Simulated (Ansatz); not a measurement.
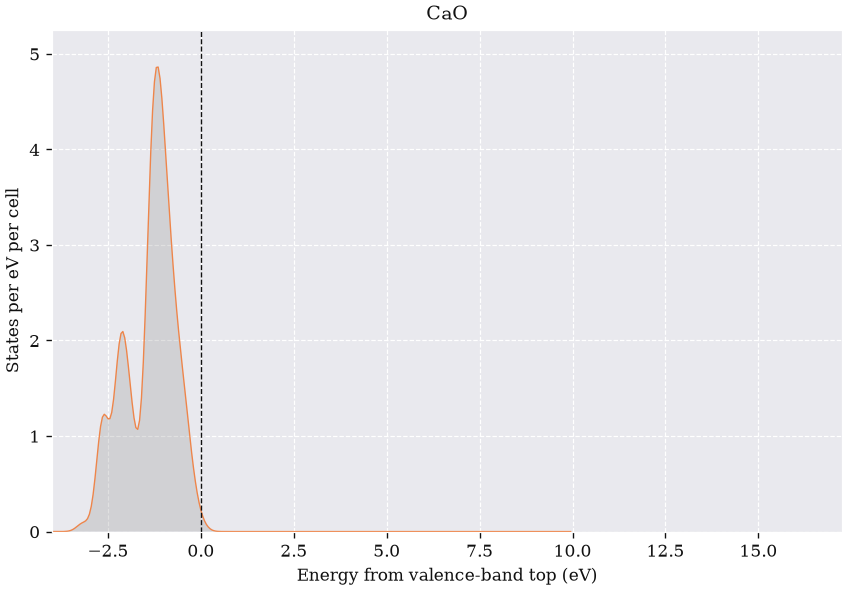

Density of states of CaO, space group Fm-3m, 2 atoms in the cell. Computed with Ansatz 0.2.0: Hartree-Fock, plane waves, PAW, no spin polarisation, 6×6×6 k mesh, 420 eV cutoff. Energies are counted from the top of the valence band. The curve is built from the levels of the k mesh with Gaussians 0.4 eV wide, which also blur the band edges.

There is a gap; over the k points computed it is 13.98 eV (indirect; the smallest direct gap is 14.51 eV). The upper group of valence states starts about 3.2 eV under the valence-band top, with a gap beneath it; it holds about 6 electrons a cell. Within the window shown, the tallest peak of the filled states lies 1.1 eV under the valence-band top, at about 4.9 states per eV and cell.
